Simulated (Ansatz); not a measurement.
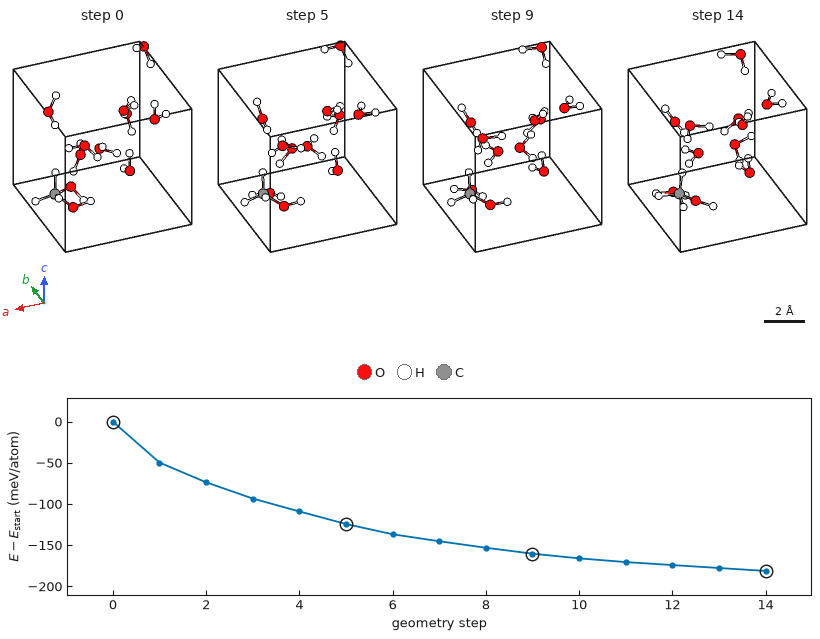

Frames of a relaxation of an amorphous cell of composition H24CO11, marked on the history of the run. A ball-and-stick model of the cell of the calculation (origin shifted), seen from a free direction.

The cell holds 10 H2O + 1 CH3OH. The run prepares the start of a later molecular dynamics calculation, from a guessed geometry.

All numbers below come from Ansatz, DFT PBE-D3(BJ), scalar-relativistic, plane waves, PAW. Set-up: plane-wave cutoff 420 eV; k-point mesh 1 × 1 × 1; occupations fermi dirac; smearing width 0.05 eV; no spin polarisation; atoms relaxed in a fixed cell; force threshold 0.3 eV/Å; at most 15 steps.

What happens along the run?

Answer. The relaxation stopped without meeting its thresholds, so the last structure isn't shown to be converged. It used up its limit of 15 steps. The largest move is that of an H atom, 1.83 Å along [−3 −1 1]. Largest moves by element: H 1.83 Å, O 1.17 Å, C 0.51 Å. The cell doesn't change. Near-neighbour distances that change, for instance: H–O 0.969 → 0.997 Å, C–H 1.097 → 1.120 Å, C–O 1.423 → 1.440 Å, C–H 1.090 → 1.105 Å. Among the angles between lasting bonds that change: H–O–H 104.0° → 108.3°, H–O–H 104.0° → 100.3°, H–O–H 104.0° → 107.0°. After 14 geometry steps the energy has fallen by 181 meV per atom. Largest force component: 2.1 eV/Å at the start, 0.6 eV/Å at the end. From step 0 to 5: an H atom moves most (0.86 Å), energy −124 meV per atom. From step 5 to 9: H atoms move most (0.67 Å), energy −36.0 meV per atom. From step 9 to 14: an H atom moves most (0.81 Å), energy −20.9 meV per atom.

| step | E − E(0), meV/atom | largest force component, eV/Å |
| --- | --- | --- |
| 0 | 0.00 | 2.1390 |
| 1 | -49.66 | 1.4418 |
| 2 | -73.60 | 2.5023 |
| 3 | -93.32 | 1.5467 |
| 4 | -108.97 | 1.5618 |
| 5 | -124.21 | 1.9765 |
| 6 | -136.66 | 1.0869 |
| 7 | -145.15 | 1.1277 |
| 8 | -153.03 | 1.4996 |
| 9 | -160.23 | 1.3079 |
| 10 | -165.90 | 0.8595 |
| 11 | -170.41 | 0.6883 |
| 12 | -174.04 | 0.7804 |
| 13 | -177.61 | 0.5611 |
| 14 | -181.18 | 0.5996 |

Limits of the set-up: the program's low-accuracy preset was used; the periodic images lie only 6.9 Å apart, so the values are limited by the cell's size.
